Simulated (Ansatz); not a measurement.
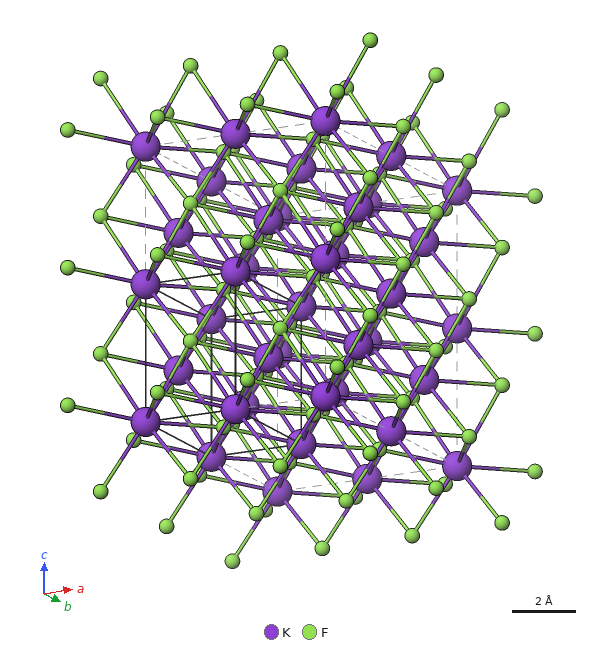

An orthographic ball-and-stick view of the structure, from a general direction. The solid box is one conventional unit cell, and 2×2×2 cells are shown. Some neighbours outside the box are added. Cell: a = 3.259 Å, b = 4.609 Å, c = 4.609 Å, α = 90.00°, β = 90.00°, γ = 90.00°.

- The stoichiometry is KF.
- Symmetry: Amm2 (No. 38), base-centred orthorhombic lattice.
- The cell has 4 atoms, namely 2 K, 2 F.
- K is coordinated by eight F in a distorted cubic arrangement at about 2.7 to 3.0 Å. About every F there are eight K in a distorted cubic arrangement at about 2.7 to 3.0 Å.
- The bonds build a three-dimensional framework.

The cell started as a structure listed in the Materials Project. The cell was then strained or its atoms displaced on purpose. It was the input of a calculation with Ansatz.
